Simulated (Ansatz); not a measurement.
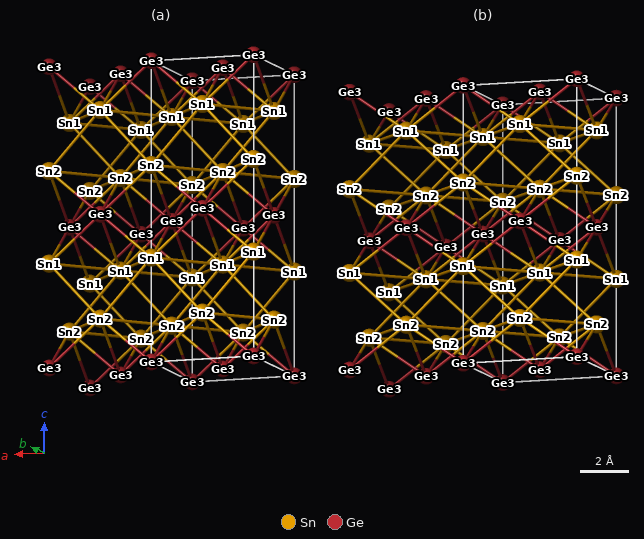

The structure of crystalline Sn2Ge (a generated structure, set up in Fmmm) before (left) and after (right) a relaxation, at one scale.

The picture is a ball-and-stick view of the conventional cell (4 times the calculation's cell), repeated 2 × 1 × 1 with one cell outlined, seen from a free direction. Lengths and directions refer to the drawn axes.

Computed with Ansatz 0.2.0, DFT PBE, scalar-relativistic, plane waves, PAW.

Input file:
```yaml
crystal:
  lattice:
    - [0.0, 2.6056810646, 6.3961546802]
    - [2.2640319293, 0.0, 6.3961546802]
    - [2.2640319293, 2.6056810646, 0.0]
  atoms:
    - { symbol: Sn, position: [0.3462589448, 0.3462589448, 0.6537410552] }
    - { symbol: Sn, position: [0.6537410552, 0.6537410552, 0.3462589448] }
    - { symbol: Ge, position: [0.0, 0.0, 0.0] }
basis:
  ecutwfc: 420
kpoints:
  mp_grid: { grid: [14, 14, 14] }
hamiltonian:
  xc: pbe
scf:
  occupations: { method: gaussian, width: 0.1 }
output:
  forces: true
  stress: true
  eigenvalues: true
relax:
  adjacent_minimum: "off"
  f_tol: 0.01
  max_steps: 80
  cell: { stress_tol: 0.05 }
```

Run as
```bash
ansatz run input.yaml --threads 1 --pin off --max-ram 2560MiB --backend cpu --events-out ev --progress --plain --runs-dir out
```

**What changed between the two?**

Over 13 accepted moves (16 points after the start) the energy falls by 29.0 meV per cell of the calculation. The largest force component goes from 0.012 to 0.00088 eV/Å. Pressure: 0.07 GPa at the start and 0.01 GPa at the end. The line search rejected the trial step at point 7 of the run. The SCF was repeated twice at an unchanged geometry on a basis and grid sized afresh for the cell, which shifted the energy by 1.2 meV per cell of the calculation at most. The largest moves relative to the cell, 0.034 Å, are those of Sn1 and Sn2. Sn2 goes along −c. Ge stays in place. The volume changes by −0.8 %, with a 4.528 → 5.034 Å (+11.2 %), b 5.211 → 5.042 Å (−3.3 %), c 12.792 → 11.798 Å (−7.8 %). Near-neighbour distances that change, for instance: Sn1–Ge3 3.265 → 3.086 Å, Sn1–Sn1 3.452 → 3.562 Å, Sn1–Sn2 3.345 → 3.437 Å, Sn1–Ge3 (another image) 2.999 → 3.083 Å. Bond angles that change, for instance: Sn1–Ge3–Sn2 82.0° → 70.5°, Ge3–Sn1–Ge3 98.0° → 109.5°, Sn1–Ge3–Sn1 98.0° → 109.5°. The space group stays Fmmm (No. 69). Cost: 28 min on 1 thread of Intel(R) Xeon(R) Processor @ 2.50GHz (Skylake/Cascade Lake) (shared host), peak memory 0.9 GiB.
